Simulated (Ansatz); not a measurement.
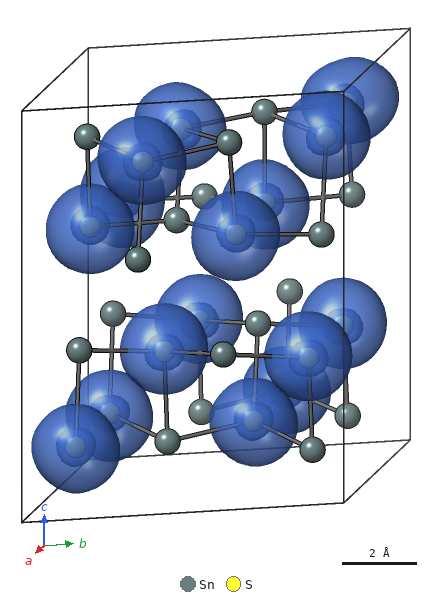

Sn₁₅S₁₆ (cell with a defect). Isosurface of the ELF at 0.7 (blue), seen slightly off an axis. Only the valence region is drawn (cores and ρ < 0.01 e/Å³ removed). Sticks mark near contacts.

The program warned that a starting moment wasn't kept; spin-polarised, but the moments vanished.

Level of theory: Ansatz, DFT PBE, scalar-relativistic, plane waves, PAW.

In a PAW calculation such maps are meaningful between the atoms, not at the nuclei.

Input

```
crystal:
  lattice:
    - [0.0, 0.0, 8.9084050417]
    - [0.0, 8.0465689176, -4.4542025209]
    - [-11.4455027586, 0.0, 0.0]
  atoms:
    - { symbol: Sn, position: [0.6093793309, 0.1225657558, 0.8718661955] }
    - { symbol: Sn, position: [0.3819821091, 0.6259796672, 0.8734211593] }
    - { symbol: Sn, position: [0.8750640332, 0.6181228321, 0.8750545831] }
    - { symbol: Sn, position: [0.4906770813, 0.3758060041, 0.639047266] }
    - { symbol: Sn, position: [0.0032044489, 0.3619417914, 0.6225004425] }
    - { symbol: Sn, position: [0.7645072037, 0.8819941098, 0.6219899166] }
    - { symbol: Sn, position: [0.2376433121, 0.8680627598, 0.6389343239] }
    - { symbol: Sn, position: [0.2429574052, 0.1273718211, 0.385612172] }
    - { symbol: Sn, position: [0.7516130389, 0.1278197294, 0.3744714445] }
    - { symbol: Sn, position: [0.5010181078, 0.630477411, 0.3770933092] }
    - { symbol: Sn, position: [0.9973707585, 0.6251312364, 0.3782791511] }
    - { symbol: Sn, position: [0.6163675896, 0.3737029205, 0.1207778981] }
    - { symbol: Sn, position: [0.1297860383, 0.3783470976, 0.117630452] }
    - { symbol: Sn, position: [0.8809631342, 0.8784321657, 0.1169645135] }
    - { symbol: Sn, position: [0.3707252192, 0.882042297, 0.1212876083] }
    - { symbol: S, position: [0.2951912039, 0.1274603064, 0.1511776952] }
    - { symbol: S, position: [0.8089154785, 0.1287736914, 0.1480519195] }
    - { symbol: S, position: [0.5547814131, 0.6278207698, 0.1487983239] }
    - { symbol: S, position: [0.0550010689, 0.6283858077, 0.1499243874] }
    - { symbol: S, position: [0.6778432931, 0.376225002, 0.3489980123] }
    - { symbol: S, position: [0.1785954025, 0.3809603529, 0.3477595386] }
    - { symbol: S, position: [0.9253603746, 0.8748844903, 0.3476943631] }
    - { symbol: S, position: [0.4299255778, 0.8793287359, 0.3490207591] }
    - { symbol: S, position: [0.0799282845, 0.1224657954, 0.6360870119], spin: 0.667 }
    - { symbol: S, position: [0.5612886254, 0.122637219, 0.6459279837] }
    - { symbol: S, position: [0.3201334332, 0.6144412352, 0.6435029352] }
    - { symbol: S, position: [0.8275357765, 0.6298131223, 0.6440098077] }
    - { symbol: S, position: [0.4748932842, 0.3882953821, 0.8587555588], spin: 0.667 }
    - { symbol: S, position: [0.9324542828, 0.3622652039, 0.8487714531] }
    - { symbol: S, position: [0.6943110703, 0.8821211315, 0.8490069237] }
    - { symbol: S, position: [0.2093310219, 0.8452323706, 0.8585852358], spin: 0.667 }
  host:
    lattice:
      - [11.4455027586, 0.0, 0.0]
      - [0.0, 4.0232844588, 0.0]
      - [0.0, 0.0, 4.4542025209]
    atoms:
      - { symbol: Sn, position: [0.1215422497, 0.25, 0.1300059313] }
      - { symbol: Sn, position: [0.3784577503, 0.75, 0.6300059313] }
      - { symbol: Sn, position: [0.6215422497, 0.25, 0.3699940687] }
      - { symbol: Sn, position: [0.8784577503, 0.75, 0.8699940687] }
      - { symbol: S, position: [0.8498958696, 0.25, 0.477443338] }
      - { symbol: S, position: [0.6501041304, 0.75, 0.977443338] }
      - { symbol: S, position: [0.3498958696, 0.25, 0.022556662] }
      - { symbol: S, position: [0.1501041304, 0.75, 0.522556662] }
basis:
  ecutwfc: 420
  xc_grid: 2
kpoints:
  mp_grid: { grid: [2, 2, 2], shift: [0.0, 0.0, 0.0] }
hamiltonian:
  xc: pbe
scf:
  occupations: { method: gaussian, width: 0.01 }
output:
  forces: true
  stress: false
  eigenvalues: true
  populations: true
  charged_corrections:
    defect_position: [0.12750297, 0.125, 0.87845775]
    epsilon: [[25.5306, 0.0, 0.0], [0.0, 37.7186, 0.0], [0.0, 0.0, 26.8448]]
  write_density: true
  write_potential: true
  elf: true
  volumetric_format: npy
magnetization:
  spin_polarized: true
relax:
  adjacent_minimum: "off"
  f_tol: 0.025
  max_steps: 60
```

Command:

```sh
ansatz run input.yaml --threads 8 --pin off --max-ram 22528MiB --backend cpu --events-out ev --progress --plain --runs-dir out
```

The fields are those of the relaxed geometry.

> Identify the bonds, lone pairs and shells in this picture.

The ELF exceeds this value in 16 regions wrapped around S (the valence shell of each), counted in one cell of 31 atoms. Any copies at cell faces, edges or corners count once. Along the contacts the grid gives the following. Sn–S (2.52 Å): the ELF peaks at about 0.85 in the valence shell of S, 0.9 Å from its nucleus, and is about 0.50 at the midpoint. Sn–S (2.61 Å): the ELF peaks at about 0.85 in the valence shell of S, 0.8 Å from its nucleus, and is about 0.50 at the midpoint.
